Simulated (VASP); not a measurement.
Single-point calculation, with input and output: MnSi (part 2 of 3)

MnSi (P2₁3, 8 atoms in the cell); Kohn-Sham DFT of a periodic cell, LDA, VASP PAW LDA potentials, recommended, spin-polarised (VASP 6.6.1); cutoff 600 eV, 8×8×8 k-mesh, methfessel-paxton of 0.1 eV, collinear spins. The structure derives from an entry of the Crystallography Open Database.

Geometry of the input (Å; fractional positions):
```
4.5480  0.0000  0.0000
0.0000  4.5480  0.0000
0.0000  0.0000  4.5480
Mn 0.1380  0.1380  0.1380
Mn 0.3620  0.8620  0.6380
Mn 0.6380  0.3620  0.8620
Mn 0.8620  0.6380  0.3620
Si 0.8460  0.8460  0.8460
Si 0.6540  0.1540  0.3460
Si 0.3460  0.6540  0.1540
Si 0.1540  0.3460  0.6540
```

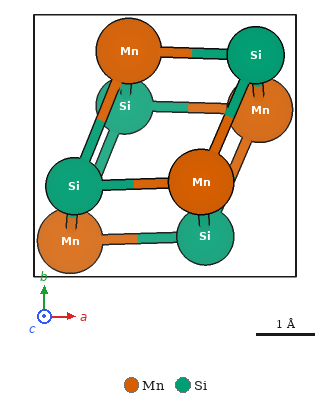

**Figure 1.** The input geometry (ball-and-stick view of the cell of the calculation, along the c axis).

Parts of OUTCAR, continued:
```
 k-point     3 :       0.2500    0.0000    0.0000
  band No.  band energies     occupation
      1     -37.1311      1.00000
      2     -37.1218      1.00000
      3     -37.0854      1.00000
      4     -37.0634      1.00000
      5     -37.0600      1.00000
      6     -37.0382      1.00000
      7     -37.0322      1.00000
      8     -37.0264      1.00000
      9     -36.9824      1.00000
     10     -36.9814      1.00000
     11     -36.9765      1.00000
     12     -36.9420      1.00000
     13      -1.5032      1.00000
     14       1.4912      1.00000
     15       3.2794      1.00000
     16       3.9748      1.00000
     17       5.2043      1.00000
     18       6.1531      1.00000
     19       6.3124      1.00000
     20       6.6874      1.00000
     21       6.9524      1.00000
     22       7.6217      1.00000
     23       8.1767      1.00000
     24       8.2584      1.00000
     25       8.3567      1.00000
     26       8.3793      1.00000
     27       8.4633      1.00000
     28       8.4917      1.00000
     29       8.8425      1.00000
     30       8.8864      1.00000
     31       9.2608      1.00000
     32      10.0372      1.00000
     33      10.2769      1.00000
     34      10.4692      1.00138
     35      10.6020      1.03395
     36      10.8104     -0.01939
     37      11.1546     -0.00000
     38      11.3446     -0.00000
     39      12.2323     -0.00000
     40      12.9924      0.00000
     41      13.1798      0.00000
     42      13.3728      0.00000
     43      13.7242      0.00000
     44      14.7921      0.00000
     45      15.3162      0.00000
     46      15.3772      0.00000

 k-point     4 :       0.3750    0.0000    0.0000
  band No.  band energies     occupation
      1     -37.1343      1.00000
      2     -37.1286      1.00000
      3     -37.0759      1.00000
      4     -37.0665      1.00000
      5     -37.0605      1.00000
      6     -37.0419      1.00000
      7     -37.0252      1.00000
      8     -37.0202      1.00000
      9     -36.9837      1.00000
     10     -36.9826      1.00000
     11     -36.9708      1.00000
     12     -36.9510      1.00000
     13      -0.9695      1.00000
     14       0.5869      1.00000
     15       3.5628      1.00000
     16       4.1371      1.00000
     17       5.1438      1.00000
     18       5.9464      1.00000
     19       6.2167      1.00000
     20       6.5150      1.00000
     21       7.3608      1.00000
     22       7.4675      1.00000
     23       8.1306      1.00000
     24       8.2734      1.00000
     25       8.3374      1.00000
     26       8.3997      1.00000
     27       8.4923      1.00000
     28       8.5626      1.00000
     29       8.7744      1.00000
     30       9.1104      1.00000
     31       9.3280      1.00000
     32       9.7875      1.00000
     33      10.2502      1.00000
     34      10.3685      1.00001
     35      10.6540      0.92556
     36      10.7889      0.02796
     37      11.0405     -0.00002
     38      11.1668     -0.00000
     39      12.4054     -0.00000
     40      12.8391      0.00000
     41      12.8749      0.00000
     42      13.0539      0.00000
     43      14.5310      0.00000
     44      15.1239      0.00000
     45      15.5704      0.00000
     46      15.5995      0.00000

 k-point     5 :       0.5000    0.0000    0.0000
  band No.  band energies     occupation
      1     -37.1333      1.00000
      2     -37.1333      1.00000
      3     -37.0715      1.00000
      4     -37.0715      1.00000
      5     -37.0505      1.00000
      6     -37.0505      1.00000
      7     -37.0204      1.00000
      8     -37.0204      1.00000
      9     -36.9836      1.00000
     10     -36.9836      1.00000
     11     -36.9615      1.00000
     12     -36.9615      1.00000
     13      -0.2579      1.00000
     14      -0.2579      1.00000
     15       3.9014      1.00000
     16       3.9014      1.00000
     17       5.4852      1.00000
     18       5.4852      1.00000
     19       6.3541      1.00000
     20       6.3541      1.00000
     21       7.5721      1.00000
     22       7.5721      1.00000
     23       8.0855      1.00000
     24       8.0855      1.00000
     25       8.3761      1.00000
     26       8.3761      1.00000
     27       8.4581      1.00000
     28       8.4581      1.00000
     29       8.9878      1.00000
     30       8.9878      1.00000
     31       9.5775      1.00000
     32       9.5775      1.00000
     33      10.2872      1.00000
     34      10.2872      1.00000
     35      10.7409      0.29039
     36      10.7409      0.29039
     37      11.0251     -0.00005
     38      11.0251     -0.00005
     39      12.5572     -0.00000
     40      12.5572     -0.00000
     41      12.8933      0.00000
     42      12.8933      0.00000
     43      15.4592      0.00000
     44      15.4592      0.00000
     45      15.5953      0.00000
     46      15.5953      0.00000

 [... the levels of 18 k-points are left out ...]

 k-point    24 :       0.3750    0.1250    0.1250
  band No.  band energies     occupation
      1     -37.1346      1.00000
      2     -37.1262      1.00000
      3     -37.0786      1.00000
      4     -37.0644      1.00000
      5     -37.0629      1.00000
      6     -37.0466      1.00000
      7     -37.0249      1.00000
      8     -37.0160      1.00000
      9     -36.9904      1.00000
     10     -36.9817      1.00000
     11     -36.9645      1.00000
     12     -36.9507      1.00000
     13      -0.7614      1.00000
     14       0.7512      1.00000
     15       3.0838      1.00000
     16       3.9185      1.00000
     17       5.0023      1.00000
     18       5.6510      1.00000
     19       6.3762      1.00000
     20       6.8410      1.00000
     21       7.1676      1.00000
     22       7.5535      1.00000
     23       8.0718      1.00000
     24       8.2162      1.00000
     25       8.3474      1.00000
     26       8.4889      1.00000
     27       8.5899      1.00000
     28       8.6511      1.00000
     29       8.8933      1.00000
     30       9.1503      1.00000
     31       9.4359      1.00000
     32       9.8160      1.00000
     33      10.1699      1.00000
     34      10.2239      1.00000
     35      10.5284      1.01196
     36      10.7218      0.44428
     37      10.9903     -0.00035
     38      11.2428     -0.00000
     39      12.3683     -0.00000
     40      12.8476      0.00000
     41      13.0973      0.00000
     42      13.4021      0.00000
     43      14.2062      0.00000
     44      14.6052      0.00000
     45      14.8265      0.00000
     46      15.5974      0.00000

 [... further k-points ...]

 spin component 2

 k-point     1 :       0.0000    0.0000    0.0000
  band No.  band energies     occupation
      1     -36.3045      1.00000
      2     -36.3045      1.00000
      3     -36.3045      1.00000
      4     -36.2210      1.00000
      5     -36.1372      1.00000
      6     -36.1372      1.00000
      7     -36.1372      1.00000
      8     -36.0633      1.00000
      9     -36.0633      1.00000
     10     -36.0348      1.00000
     11     -36.0348      1.00000
     12     -36.0348      1.00000
     13      -1.9074      1.00000
     14       3.1223      1.00000
     15       3.1223      1.00000
     16       3.1223      1.00000
     17       6.1215      1.00000
     18       6.1215      1.00000
     19       6.1215      1.00000
     20       7.6413      1.00000
     21       7.6413      1.00000
     22       7.6413      1.00000
     23       8.3820      1.00000
     24       8.4250      1.00000
     25       8.4250      1.00000
     26       8.8982      1.00000
     27       8.8982      1.00000
     28       8.8982      1.00000
     29       9.3603      1.00000
     30       9.3603      1.00000
     31       9.3603      1.00000
     32      11.2582     -0.00000
     33      11.2582     -0.00000
     34      11.2582     -0.00000
     35      11.5340     -0.00000
     36      11.5340     -0.00000
     37      12.1676     -0.00000
     38      12.1676     -0.00000
     39      12.1676     -0.00000
     40      14.0607      0.00000
     41      14.0607      0.00000
     42      14.0607      0.00000
     43      14.7357      0.00000
     44      14.7357      0.00000
     45      15.3980      0.00000
     46      15.3980      0.00000

 k-point     2 :       0.1250    0.0000    0.0000
  band No.  band energies     occupation
      1     -36.3122      1.00000
      2     -36.3056      1.00000
      3     -36.2939      1.00000
      4     -36.2233      1.00000
      5     -36.1489      1.00000
      6     -36.1401      1.00000
      7     -36.1225      1.00000
      8     -36.0628      1.00000
      9     -36.0604      1.00000
     10     -36.0379      1.00000
     11     -36.0370      1.00000
     12     -36.0329      1.00000
     13      -1.7962      1.00000
     14       2.4063      1.00000
     15       3.1879      1.00000
     16       3.6699      1.00000
     17       5.6715      1.00000
     18       6.1910      1.00000
     19       6.6629      1.00000
     20       6.9987      1.00000
     21       7.3603      1.00000
     22       8.2593      1.00000
     23       8.3005      1.00000
     24       8.4553      1.00000
     25       8.6263      1.00000
     26       8.8706      1.00000
     27       8.9374      1.00000
     28       8.9414      1.00000
     29       9.2237      1.00000
     30       9.3308      1.00000
     31       9.5962      1.00000
     32      11.0937     -0.00000
     33      11.1577     -0.00000
     34      11.4089     -0.00000
     35      11.4941     -0.00000
     36      11.5294     -0.00000
     37      11.9687     -0.00000
     38      12.1136     -0.00000
     39      12.4030     -0.00000
     40      13.7721      0.00000
     41      13.9184      0.00000
     42      14.1891      0.00000
     43      14.4164      0.00000
     44      14.8670      0.00000
     45      15.4878      0.00000
     46      15.5388      0.00000

 k-point     3 :       0.2500    0.0000    0.0000
  band No.  band energies     occupation
      1     -36.3166      1.00000
      2     -36.3086      1.00000
      3     -36.2811      1.00000
      4     -36.2301      1.00000
      5     -36.1565      1.00000
      6     -36.1467      1.00000
      7     -36.1061      1.00000
      8     -36.0617      1.00000
      9     -36.0534      1.00000
     10     -36.0430      1.00000
     11     -36.0417      1.00000
     12     -36.0327      1.00000
     13      -1.4669      1.00000
     14       1.5373      1.00000
     15       3.3802      1.00000
     16       4.1007      1.00000
     17       5.3788      1.00000
     18       6.3295      1.00000
     19       6.4705      1.00000
     20       6.8862      1.00000
     21       7.2655      1.00000
     22       7.9665      1.00000
     23       8.5529      1.00000
     24       8.5895      1.00000
     25       8.8796      1.00000
     26       8.8881      1.00000
     27       8.9554      1.00000
     28       9.0543      1.00000
     29       9.2078      1.00000
     30       9.4165      1.00000
     31       9.7552      1.00000
     32      10.7543      0.19585
     33      11.1088     -0.00000
     34      11.3927     -0.00000
     35      11.4926     -0.00000
     36      11.5163     -0.00000
     37      11.8181     -0.00000
     38      11.9683     -0.00000
     39      12.7116     -0.00000
     40      13.5711      0.00000
     41      13.6700      0.00000
     42      13.9834      0.00000
     43      14.2547      0.00000
     44      15.0978      0.00000
     45      15.6757      0.00000
     46      15.7031      0.00000

 k-point     4 :       0.3750    0.0000    0.0000
  band No.  band energies     occupation
      1     -36.3176      1.00000
      2     -36.3124      1.00000
      3     -36.2672      1.00000
      4     -36.2404      1.00000
      5     -36.1597      1.00000
      6     -36.1537      1.00000
      7     -36.0893      1.00000
      8     -36.0635      1.00000
      9     -36.0491      1.00000
     10     -36.0456      1.00000
     11     -36.0456      1.00000
     12     -36.0347      1.00000
     13      -0.9335      1.00000
     14       0.6254      1.00000
     15       3.6823      1.00000
     16       4.2897      1.00000
     17       5.2953      1.00000
     18       6.1309      1.00000
     19       6.3467      1.00000
     20       6.6426      1.00000
     21       7.7549      1.00000
     22       7.7990      1.00000
     23       8.4200      1.00000
     24       8.6670      1.00000
     25       8.8706      1.00000
     26       8.9195      1.00000
     27       8.9468      1.00000
     28       8.9678      1.00000
     29       9.2947      1.00000
     30       9.6668      1.00000
     31       9.9137      1.00000
     32      10.4772      1.00194
     33      11.1078     -0.00000
     34      11.2759     -0.00000
     35      11.4858     -0.00000
     36      11.5157     -0.00000
     37      11.7280     -0.00000
     38      11.7829     -0.00000
     39      12.8807      0.00000
     40      13.3694      0.00000
     41      13.4919      0.00000
     42      13.6897      0.00000
     43      15.0093      0.00000
     44      15.3959      0.00000
     45      15.8452      0.00000
     46      15.8909      0.00000

 k-point     5 :       0.5000    0.0000    0.0000
  band No.  band energies     occupation
      1     -36.3159      1.00000
      2     -36.3159      1.00000
      3     -36.2532      1.00000
      4     -36.2532      1.00000
      5     -36.1585      1.00000
      6     -36.1585      1.00000
      7     -36.0740      1.00000
      8     -36.0740      1.00000
      9     -36.0490      1.00000
     10     -36.0490      1.00000
     11     -36.0391      1.00000
     12     -36.0391      1.00000
     13      -0.2218      1.00000
     14      -0.2218      1.00000
     15       4.0453      1.00000
     16       4.0453      1.00000
     17       5.6368      1.00000
     18       5.6368      1.00000
     19       6.4838      1.00000
     20       6.4838      1.00000
     21       7.9440      1.00000
     22       7.9440      1.00000
     23       8.4197      1.00000
     24       8.4197      1.00000
     25       8.8316      1.00000
     26       8.8316      1.00000
     27       8.9503      1.00000
     28       8.9503      1.00000
     29       9.5272      1.00000
     30       9.5272      1.00000
     31      10.2394      1.00000
     32      10.2394      1.00000
     33      11.1721     -0.00000
     34      11.1721     -0.00000
     35      11.5150     -0.00000
     36      11.5150     -0.00000
     37      11.6761     -0.00000
     38      11.6761     -0.00000
     39      13.0727      0.00000
     40      13.0727      0.00000
     41      13.5291      0.00000
     42      13.5291      0.00000
     43      15.7060      0.00000
     44      15.7060      0.00000
     45      15.9895      0.00000
     46      15.9895      0.00000

 [... the levels of 18 k-points are left out ...]

 k-point    24 :       0.3750    0.1250    0.1250
  band No.  band energies     occupation
      1     -36.3164      1.00000
      2     -36.3086      1.00000
      3     -36.2694      1.00000
      4     -36.2446      1.00000
      5     -36.1603      1.00000
      6     -36.1505      1.00000
      7     -36.0964      1.00000
      8     -36.0694      1.00000
      9     -36.0515      1.00000
     10     -36.0439      1.00000
     11     -36.0390      1.00000
     12     -36.0292      1.00000
     13      -0.7258      1.00000
     14       0.7889      1.00000
     15       3.1699      1.00000
     16       4.0447      1.00000
     17       5.1374      1.00000
     18       5.8384      1.00000
     19       6.5458      1.00000
     20       7.0724      1.00000
     21       7.4939      1.00000
     22       7.9280      1.00000
     23       8.4405      1.00000
     24       8.6791      1.00000
     25       8.7401      1.00000
     26       8.9117      1.00000
     27       9.0558      1.00000
     28       9.1543      1.00000
     29       9.4342      1.00000
     30       9.7054      1.00000
     31      10.0446      1.00000
     32      10.4966      1.00418
     33      10.9961     -0.00026
     34      11.0652     -0.00000
     35      11.3512     -0.00000
     36      11.4810     -0.00000
     37      11.6666     -0.00000
     38      11.8628     -0.00000
     39      12.8741      0.00000
     40      13.4550      0.00000
     41      13.6563      0.00000
     42      13.8572      0.00000
     43      14.6547      0.00000
     44      14.9476      0.00000
     45      15.2111      0.00000
     46      15.9015      0.00000

 [... further k-points ...]

 [bands above 46 left out]

------------------------ aborting loop because EDIFF is reached ----------------------------------------

  FORCE on cell =-STRESS in cart. coord.  units (eV):
  Direction    XX          YY          ZZ          XY          YZ          ZX
  --------------------------------------------------------------------------------------
  -------------------------------------------------------------------------------------
  Total       -9.4515201     -9.4515201     -9.4515201     -0.0000000      0.0000000      0.0000000
  in kB     -160.9721983   -160.9721983   -160.9721983     -0.0000000      0.0000000      0.0000000
  external PRESSURE =    -160.9721983 kB  Pullay stress =       0.0000000 kB

 VOLUME and BASIS-vectors are now :
 -----------------------------------------------------------------------------
  energy-cutoff  :      600.00
  volume of cell :       94.07
      direct lattice vectors                 reciprocal lattice vectors
     4.548000000  0.000000000  0.000000000     0.219876869  0.000000000  0.000000000
     0.000000000  4.548000000  0.000000000     0.000000000  0.219876869  0.000000000
     0.000000000  0.000000000  4.548000000     0.000000000  0.000000000  0.219876869

 POSITION                                       TOTAL-FORCE (eV/Angst)
 -----------------------------------------------------------------------------------
      0.62762      0.62762      0.62762        -0.200403     -0.200403     -0.200403
      1.64638      3.92038      2.90162         0.200403      0.200403     -0.200403
      2.90162      1.64638      3.92038        -0.200403      0.200403      0.200403
      3.92038      2.90162      1.64638         0.200403     -0.200403      0.200403
      3.84761      3.84761      3.84761        -0.075916     -0.075916     -0.075916
      2.97439      0.70039      1.57361         0.075916      0.075916     -0.075916
      1.57361      2.97439      0.70039        -0.075916      0.075916      0.075916
      0.70039      1.57361      2.97439         0.075916     -0.075916      0.075916
 -----------------------------------------------------------------------------------
    total drift:                               -0.000000      0.000000      0.000000

  FREE ENERGIE OF THE ION-ELECTRON SYSTEM (eV)
  ---------------------------------------------------
  free  energy   TOTEN  =       -68.3794462639 eV

  energy  without entropy=      -68.3803613745  energy(sigma->0) =      -68.37975130

 total charge

# of ion       s       p       d       tot
------------------------------------------
    1        0.329   6.369   5.301  11.999
    2        0.329   6.369   5.301  11.999
    3        0.329   6.369   5.301  11.999
    4        0.329   6.369   5.301  11.999
    5        0.749   0.896   0.000   1.645
    6        0.749   0.896   0.000   1.645
    7        0.749   0.896   0.000   1.645
    8        0.749   0.896   0.000   1.645
--------------------------------------------------
tot          4.309  29.063  21.204  54.576

 magnetization (x)

# of ion       s       p       d       tot
------------------------------------------
    1       -0.000   0.003   0.906   0.909
    2       -0.000   0.003   0.906   0.909
    3       -0.000   0.003   0.906   0.909
    4       -0.000   0.003   0.906   0.909
    5       -0.009  -0.026   0.000  -0.035
    6       -0.009  -0.026   0.000  -0.035
    7       -0.009  -0.026   0.000  -0.035
    8       -0.009  -0.026   0.000  -0.035
--------------------------------------------------
tot         -0.037  -0.090   3.622   3.495
```
